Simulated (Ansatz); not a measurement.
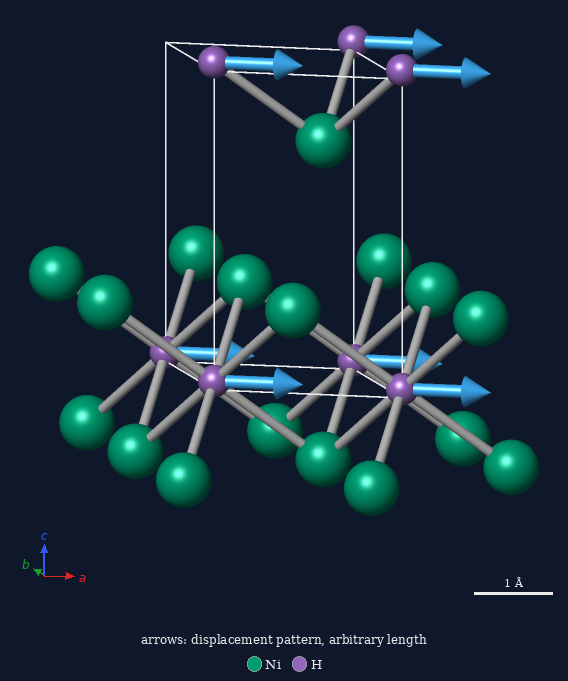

Normal modes of solid Ni₂H at 1.02 times its rest volume, at the zone centre. The optical levels lie at 137 (×2), 292, 751 (×2), 765 cm⁻¹. One mode is drawn. The blue arrows are the displacements of the atoms (eigenvector over the root of the mass), of arbitrary overall length and sign. The picture is a ball-and-stick view of the cell of the calculation, seen slightly off an axis.

These are results of DFT LDA, scalar-relativistic, plane waves, PAW (Ansatz 0.2.0), not measurements. (plane-wave cutoff 420 eV; k-point mesh 18 × 18 × 10; occupations fermi dirac; smearing width 0.15 eV; no spin polarisation)

The frequencies depend somewhat on the k-mesh and the smearing.

**Which of these frequencies is the drawn mode's?**

The level at 751 cm⁻¹. This is the E_u mode (doubly degenerate; one member of the set is drawn), optical level 3 of 4, counted from below, infrared-active by symmetry. The Ni atoms hardly move; the H sublattice moves as a whole against them, along a; the kinetic energy is shared as H 99 %, Ni 1 %. The crystal is a metal, so free carriers screen the infrared response.

Limits of the set-up: an element that often carries a moment was run without spin polarisation.
